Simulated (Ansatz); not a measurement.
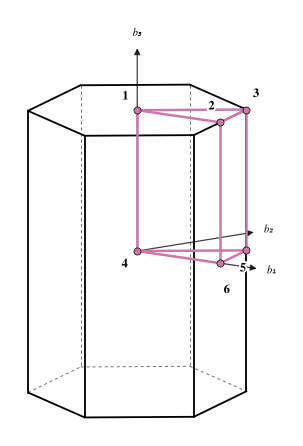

For TaN, a calculation's input that goes back to an entry of the Crystallography Open Database (an earlier step may have relaxed or displaced it): the first Brillouin zone of a primitive hexagonal lattice (hP; extended symbol hP2) is drawn with its special points numbered. The drawing is computed from the coordinates (standard cell, symmetry found to 0.002 Å).

a = 5.185 Å, b = 5.185 Å, c = 2.908 Å, α = 90.00°, β = 90.00°, γ = 120.00°.

Labels and path follow the convention of Hinuma et al. (2017), as computed by seekpath; the arrows show the directions of the reciprocal primitive vectors b₁, b₂, b₃, in which coordinates are given.

Which special point is each number?

Answer.
```
no.  label      coordinates
  1      A      (0, 0, 1/2)
  2      L    (1/2, 0, 1/2)
  3      H  (1/3, 1/3, 1/2)
  4      Γ        (0, 0, 0)
  5      K    (1/3, 1/3, 0)
  6      M      (1/2, 0, 0)
```
